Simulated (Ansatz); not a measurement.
Input

```
crystal:
  lattice:
    - [0.0, 3.88432138, 3.88432138]
    - [3.88432138, 0.0, 3.88432138]
    - [3.88432138, 3.88432138, 0.0]
  atoms:
    - { symbol: Li, position: [0.25, 0.25, 0.25] }
    - { symbol: Li, position: [0.75, 0.75, 0.75] }
    - { symbol: Nb, position: [0.5, 0.5, 0.5] }
    - { symbol: Nb, position: [0.0, 0.0, 0.0] }
    - { symbol: O, position: [0.22295747, 0.22295747, 0.77704253] }
    - { symbol: O, position: [0.22295747, 0.77704253, 0.77704253] }
    - { symbol: O, position: [0.77704253, 0.77704253, 0.22295747] }
    - { symbol: O, position: [0.22295747, 0.77704253, 0.22295747] }
    - { symbol: O, position: [0.77704253, 0.22295747, 0.77704253] }
    - { symbol: O, position: [0.77704253, 0.22295747, 0.22295747] }
kpoints:
  mp_grid: { grid: [6, 6, 6] }
hamiltonian:
  xc: pbesol
scf:
  occupations: { method: fermi_dirac, width: 0.03 }
relax:
  f_tol: 0.01
  cell: {}
  max_steps: 120
output:
  write_density: true
  write_potential: true
  elf: true
  volumetric_format: npy
```

Command:

```sh
ansatz run input.yaml --threads 4 --pin off --max-ram 4608MiB --backend cpu --events-out ev --progress --plain --runs-dir out
```

The fields are those of the run's last geometry, not of the input's.

Space group Pm-3m; a structure from a database of computed crystals, not necessarily the ambient phase; started from the CsInF3-225 prototype, which need not be the ambient phase.

All numbers below come from Ansatz, DFT, PBEsol, plane waves, PAW.

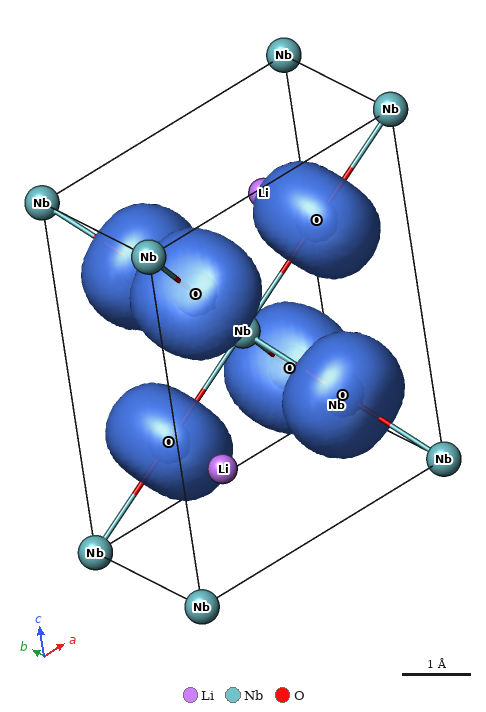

LiNbO₃. Isosurface of the ELF at 0.65 (blue), seen slightly off an axis. Only the valence region is drawn (cores and ρ < 0.01 e/Å³ removed). Sticks mark near contacts.

In a PAW calculation such maps are meaningful between the atoms, not at the nuclei.

> What do the ELF domains correspond to?

At this value the surface marks out six regions wrapped around O (the valence shell of each), counted in one cell of 10 atoms. Regions shared between cells count once.

Values along the shortest contacts:
Nb–O (1.96 Å): the ELF peaks at about 0.80 in the valence shell of O, 0.6 Å from its nucleus, and drops to about 0.25 between the two atoms; no shared electron pair shows on this line. Li–O (2.78 Å): the ELF is about 0.20 at the midpoint; no shared electron pair shows on this line.

> Does the calculation give a band gap?

It is gapped, with a Kohn–Sham gap of 1.7 eV on the k-point mesh (the band edges may lie off the mesh, which would make the gap smaller).
